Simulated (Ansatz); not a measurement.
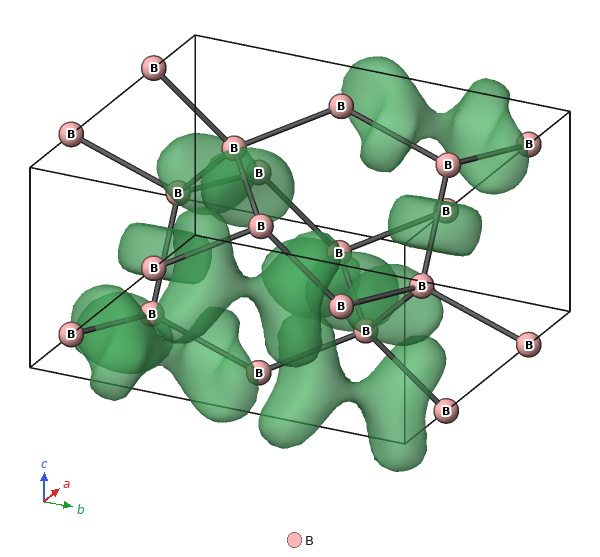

Figure 1: B. Isosurface of the ELF at 0.7 (green), seen at an oblique angle. Only the valence region is drawn (cores and ρ < 0.01 e/Å³ removed). Sticks mark near contacts.

Space group Cmme; a structure generated by program, which may or may not match a known phase.

Theory: DFT PBE, scalar-relativistic, plane waves, PAW in Ansatz.

In a PAW calculation such maps are meaningful between the atoms, not at the nuclei.

### Describe the localisation domains.

The ELF exceeds this value in twelve regions between bonded B–B atoms, counted in one cell of 12 atoms. Any copies at cell faces, edges or corners count once. Profiles from the grid: B–B (1.72 Å): the ELF peaks at about 0.90 between the atoms. B–B (1.76 Å): the ELF peaks at about 0.75 between the atoms.
